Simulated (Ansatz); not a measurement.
BeS

Space group F-43m.

```yaml
crystal:
  lattice:
    - [4.85000, 0.00000, 0.00000]
    - [0.00000, 0.00000, -4.85000]
    - [0.00000, 4.85000, 0.00000]
  atoms:
    - { symbol: Be, position: [0.50000, 0.50000, 0.00000] }
    - { symbol: Be, position: [0.00000, 0.50000, 0.50000] }
    - { symbol: Be, position: [0.00000, 0.00000, 0.00000] }
    - { symbol: Be, position: [0.50000, 0.00000, 0.50000] }
    - { symbol: S, position: [0.25000, 0.75000, 0.25000] }
    - { symbol: S, position: [0.75000, 0.75000, 0.75000] }
    - { symbol: S, position: [0.75000, 0.25000, 0.25000] }
    - { symbol: S, position: [0.25000, 0.25000, 0.75000] }
```

All numbers below come from Ansatz 0.2.0, DFT PBE, scalar-relativistic, plane waves, PAW.

Q: What will a map of ρ − Σ ρ(atoms) show?

A: Be–S (2.10 Å): Δρ is +0.17 e/Å³ at the midpoint, with a peak of 0.19 e/Å³ 0.9 Å from S: bond charge of a polar bond.
Over the whole cell, outside the masked cores, the largest gain, 0.19 e/Å³, lies 0.8 Å from a sulfur nucleus and 1.3 Å from a beryllium one, and the largest loss, 0.06 e/Å³, lies 0.8 Å from a sulfur nucleus.
The rearranged charge, half the integral of |Δρ|, is about 0.21 e an atom.
Bader charges: Be +1.62 and S −1.62 e.

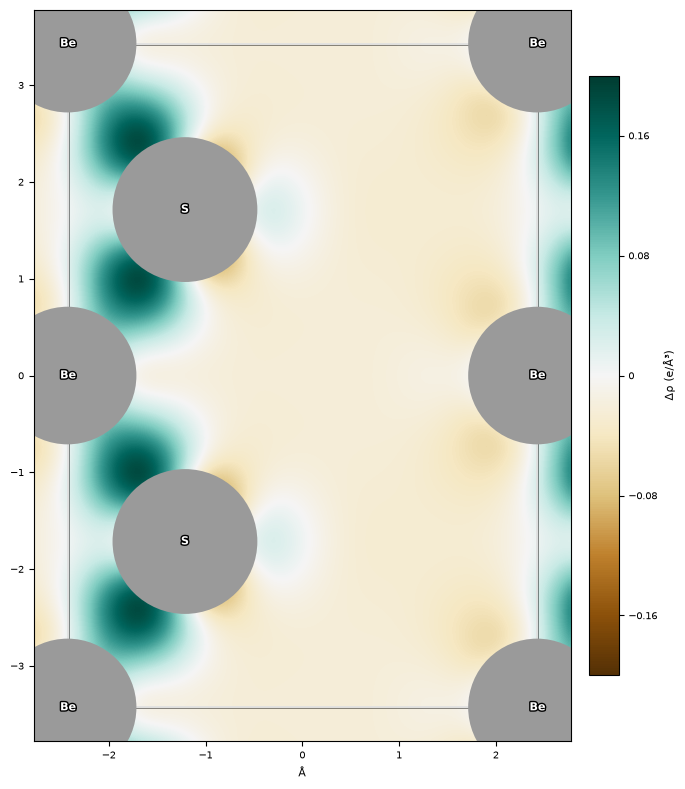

Computed deformation density: a map on the (110) plane of the conventional cell, with grey discs over the atomic cores.

Cores are masked to 0.7 Å (Be) and 0.7 Å (S).

In a PAW calculation such maps are meaningful between the atoms, not at the nuclei.
